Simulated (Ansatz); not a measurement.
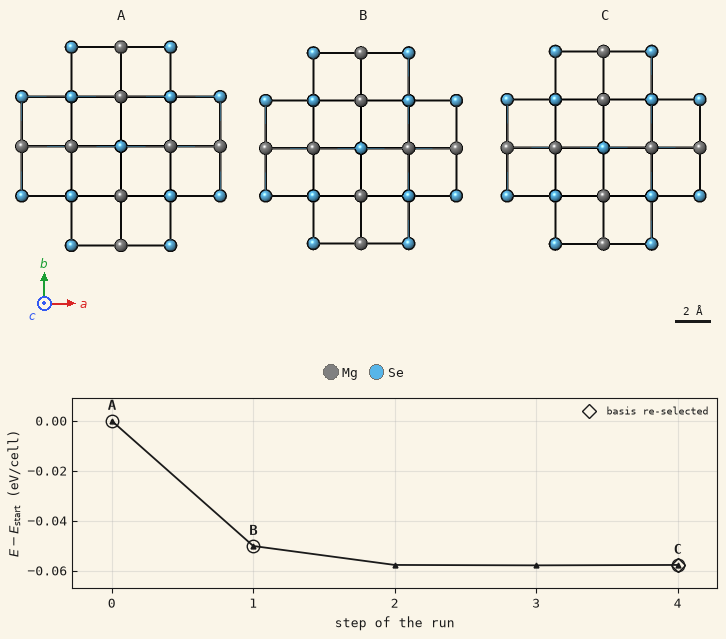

Frames of a relaxation of a crystal of MgSe (a generated structure, set up in Fm-3m), marked on the history of the run. The picture is a ball-and-stick view of the conventional cell (4 times the calculation's cell), seen along the c axis. Lengths and directions refer to the drawn axes.

Case: Br → Se, Na → Mg on all its sites, cell and atoms relaxed.

Level of theory: Ansatz, DFT PBE, scalar-relativistic, plane waves, PAW. Set-up: plane-wave cutoff 420 eV; k-point mesh 8 × 8 × 8; occupations gaussian; smearing width 0.02 eV; no spin polarisation; cell and atoms relaxed; force threshold 0.01 eV/Å; at most 60 steps.

Q: What happens along the run?

A: The atoms keep their places relative to the cell (all moves are under 0.005 Å). The volume changes by −8.4 %, with a = b = c 5.673 → 5.509 Å (−2.9 %). Near-neighbour distances that change, for instance: Mg–Se 2.836 → 2.754 Å. The space group stays Fm-3m (No. 225). The energy falls by 57.7 meV per cell of the calculation in 3 accepted moves (4 points after the start). All forces vanish by symmetry, so only the cell relaxes. The pressure goes from −4.46 to −0.01 GPa. The SCF was repeated once at an unchanged geometry on a basis and grid sized afresh for the cell, which shifted the energy by 0.2 meV per cell of the calculation at most. The run took 3.8 s on 1 thread of Intel(R) Xeon(R) 6975P-C (Granite Rapids), on a shared host, peak memory 0.35 GiB. From step 0 to 1: volume −11.2 %, energy −50.1 meV per cell of the calculation. From step 1 to 4: volume +3.2 %, energy −7.6 meV per cell of the calculation.
